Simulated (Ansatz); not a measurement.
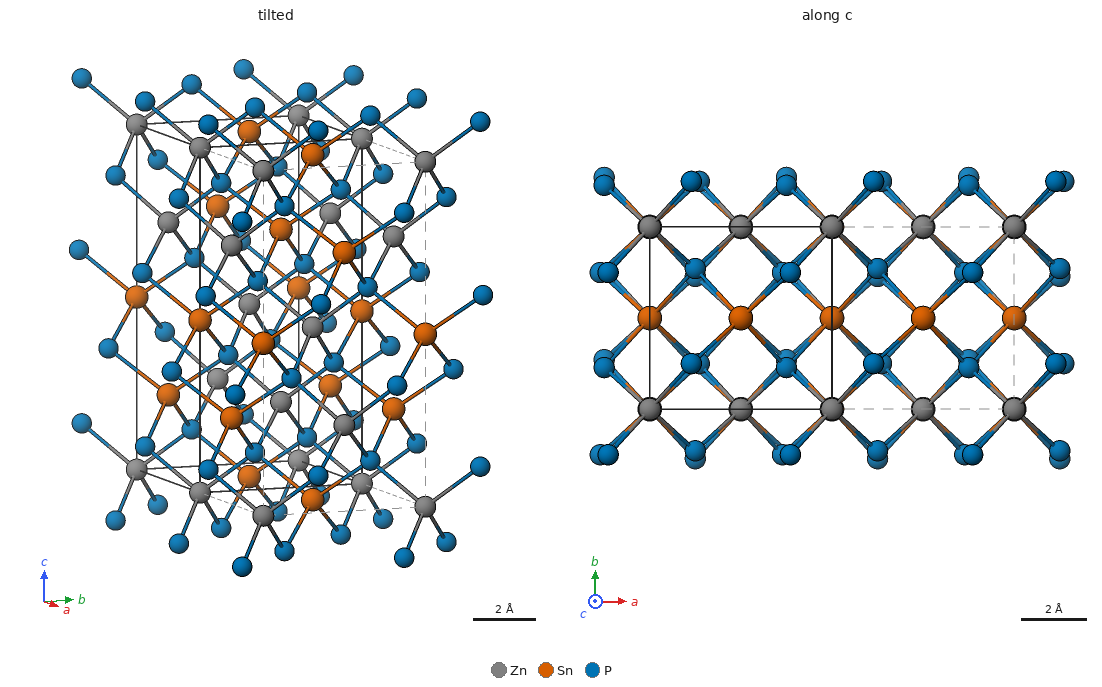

The figure gives a ball-and-stick picture of the atoms, viewed slightly off an axis and along the c axis. A 2×1×1 array of cells is drawn; the conventional unit cell has the solid edges. A few atoms beyond the faces are included.

ZnSnP2, space group I-42d (No. 122), a = 5.65 Å, b = 5.65 Å, c = 11.33 Å, α = 90.00°, β = 90.00°, γ = 90.00°.

The calculation used DFT, PBE0, plane waves, PAW in Ansatz 0.2.0, with a 420 eV plane-wave basis, k-points about 0.39 Å⁻¹ apart, no spin polarisation.

Question: Is the electronic structure metallic or gapped?

Answer: A semiconductor at this level, with a gap of 2.28 eV, direct.

Question: What is the computed pressure?

Answer: The computed pressure is 0.2 GPa (compressed: it would expand).

The starting point was a structure listed in the Materials Project. Earlier steps of the study may have refined or changed the cell and positions. Ansatz was used for an electronic-structure calculation on it.
